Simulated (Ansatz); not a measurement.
The compound is SnSe (space group Cmcm, No. 63), taken as a calculation's input that goes back to an entry of the Crystallography Open Database (an earlier step may have relaxed or displaced it).

```cif
data_structure
_symmetry_space_group_name_H-M 'P 1'
_symmetry_Int_Tables_number 1
_cell_length_a 4.3100
_cell_length_b 11.7050
_cell_length_c 4.3180
_cell_angle_alpha 90.000
_cell_angle_beta 90.000
_cell_angle_gamma 90.000
_cell_volume 217.84
loop_
_atom_site_label
_atom_site_type_symbol
_atom_site_fract_x
_atom_site_fract_y
_atom_site_fract_z
_atom_site_occupancy
Sn1 Sn 0.50000 0.62000 0.25000 1
Sn2 Sn 0.00000 0.88000 0.75000 1
Se1 Se 0.50000 0.85600 0.25000 1
Se2 Se 0.00000 0.64400 0.75000 1
Sn3 Sn 0.00000 0.12000 0.25000 1
Sn4 Sn 0.50000 0.38000 0.75000 1
Se3 Se 0.00000 0.35600 0.25000 1
Se4 Se 0.50000 0.14400 0.75000 1
```

Describe how the polyhedra about Sn are linked (bonds: Se–Sn below 3.4 Å).

Sn: SnSe5 square pyramid, sharing edges with eight neighbours and corners with four neighbours.

They form layers of corner- and edge-sharing square pyramids parallel to (010).

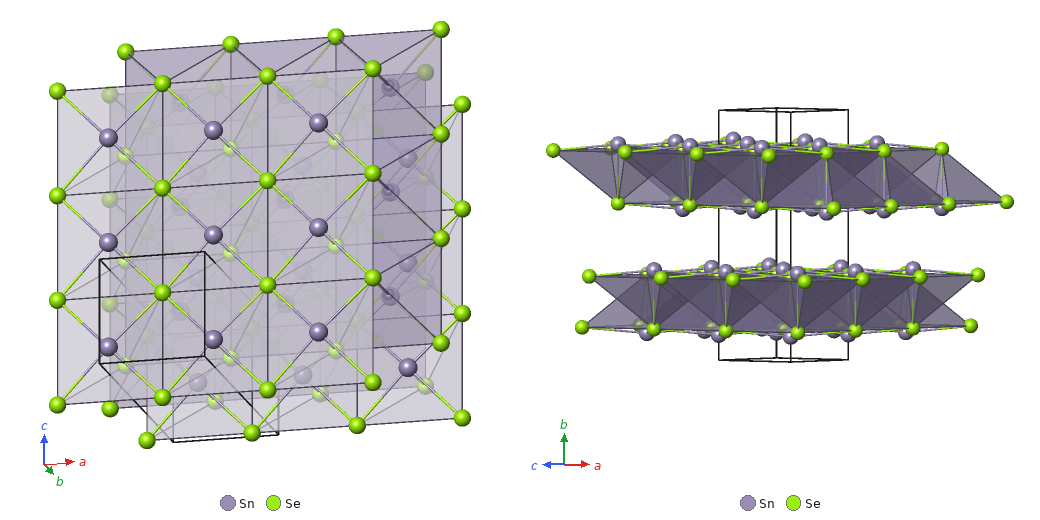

Polyhedra are drawn about Sn (bonds: Se–Sn below 3.4 Å); other atoms are plain spheres. Two views of the same piece.
